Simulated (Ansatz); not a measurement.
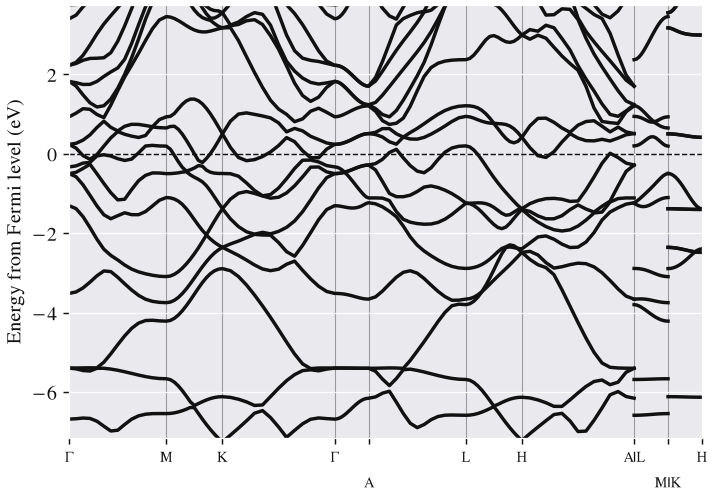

Band structure. Energies are counted from the Fermi level.

> What lattice type does the k path imply?

A hexagonal (primitive) lattice: the path Γ–M–K–Γ–A–L–H–A|L–M|K–H runs through the special points of its Brillouin zone.

Calculation on Ta₃N, space group P-3m1, 4 atoms in the cell; a = 3.032 Å, c = 7.524 Å (hexagonal axes).

Method: LDA, Ansatz PAW, no spin polarisation, no spin-orbit coupling, 10×10×4 k mesh, 420 eV cutoff, Fermi-Dirac smearing of 0.05 eV (Ansatz 0.2.0).

> Metal, semiconductor or insulator?

A metal: bands cross the Fermi level along this path.

Spin-orbit coupling is left out, which matters for Ta. The PAW data sets were made with another functional. The cell is at −13 GPa in this functional. The cell comes from a database of computed structures, and whether it is the stable form of this composition wasn't checked. Bands are joined in order of energy, so crossings between the computed points show as kinks or gaps.
